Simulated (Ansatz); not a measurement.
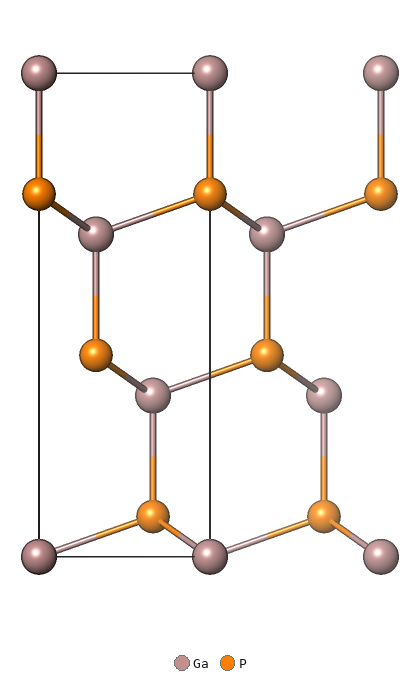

The picture looks along a close-packed row of the hexagonal mesh; [111] points upwards. Every atom sits on one of the three columns of the mesh; call them A, B, C in the order in which they first turn up. The box is the hexagonal cell of the face-centred cubic lattice. The sequence starts with the first layer at or above the cell's origin.

GaP: the end point of a relaxation with DFT, PBE, plane waves, PAW (Ansatz 0.2.0).

Give the sequence of layers in one repeat, with element and column.

Ga(A) – P(B) – Ga(B) – P(C) – Ga(C) – P(A) (six layers in 9.54 Å).

How are the P layers alone stacked?

P layers alone: BCA, the cubic close-packed type.

Which positions between or in the P layers do the other atoms fill?

Ga: three tetrahedral sites (per hexagonal cell).

What short polytype symbol fits?

Polytype symbol 3C, the symbol of a tetrahedral polytype (number of double layers in the repeat and lattice).

Heights of the layers:

```tsv
layer	atoms (column)	height (Å)	to next (Å)
1	Ga(A)	0.00	0.79
2	P(B)	0.79	2.38
3	Ga(B)	3.18	0.80
4	P(C)	3.97	2.38
5	Ga(C)	6.36	0.79
6	P(A)	7.15	2.38
```
